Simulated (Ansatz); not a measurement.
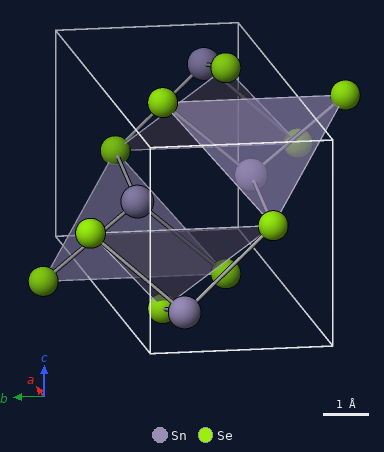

Starting structure of solid SnSe (set up in Pnma). Style: polyhedral. Shown: the cell of the calculation, from a free direction.

The calculation used DFT PBE, scalar-relativistic, plane waves, PAW in Ansatz 0.2.0.

Input file:
```yaml
crystal:
  lattice:
    - [11.6644585, 0.0, 0.0]
    - [0.0, 4.12625095, 0.0]
    - [0.0, 0.0, 4.70090745]
  atoms:
    - { symbol: Sn, position: [0.61878685, 0.75, 0.3765543] }
    - { symbol: Sn, position: [0.88121315, 0.25, 0.8765543] }
    - { symbol: Sn, position: [0.38121315, 0.25, 0.6234457] }
    - { symbol: Sn, position: [0.11878685, 0.75, 0.1234457] }
    - { symbol: Se, position: [0.14855303, 0.25, 0.5091818] }
    - { symbol: Se, position: [0.64855303, 0.25, 0.9908182] }
    - { symbol: Se, position: [0.35144697, 0.75, 0.0091818] }
    - { symbol: Se, position: [0.85144697, 0.75, 0.4908182] }
basis:
  ecutwfc: 420
kpoints:
  mp_grid: { grid: [4, 8, 6] }
hamiltonian:
  xc: pbe
scf:
  occupations: { method: gaussian, width: 0.02 }
output:
  forces: true
  stress: true
  eigenvalues: true
relax:
  adjacent_minimum: "off"
  f_tol: 0.005
  max_steps: 80
  cell: { stress_tol: 0.05 }
```

Command:
```bash
ansatz run input.yaml --threads 2 --pin off --max-ram 5120MiB --backend cpu --events-out ev --progress --plain --runs-dir out
```

Question: Where does the relaxation end?

Answer: The largest moves relative to the cell, 0.078 Å, are those of Se5, Se6, Se7 and Se8. Se6 goes roughly along [−1 0 −3]. By element the largest moves are Se 0.078 Å, Sn 0.043 Å. The drawn cell changes at constant volume: a 11.664 → 11.785 Å (+1.0 %), b 4.126 → 4.205 Å (+1.9 %), c 4.701 → 4.567 Å (−2.8 %). Among the contacts that change: Sn1–Se6 2.769 → 2.822 Å, Sn1–Se8 2.767 → 2.786 Å. Among the angles between lasting bonds that change: Sn1–Se6–Sn2 104.5° → 101.5°. The space group stays Pnma (No. 62). Over 7 accepted moves (9 points after the start) the energy falls by 5.1 meV per atom. The largest force component goes from 0.17 to 0.003 eV/Å. The pressure goes from 1.06 to −0.01 GPa. The line search rejected the trial step at point 5 of the run. At 1 point the geometry stayed and the basis and grid were re-selected for the new cell (energy shift of less than 0.05 meV per atom at most each time). The run took 4.5 min on 2 threads of Arm Neoverse V2 (shared host), peak memory 1 GiB.

After the run, drawn alike:

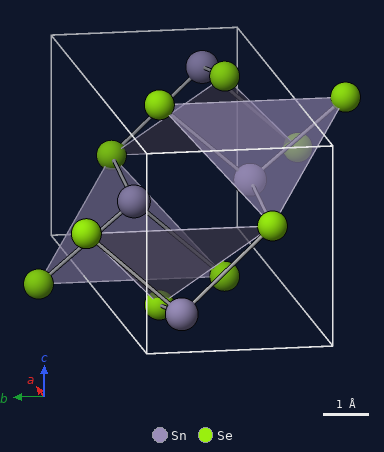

Limits of the set-up: layers or molecules are held without a dispersion correction, so their spacing is unreliable.
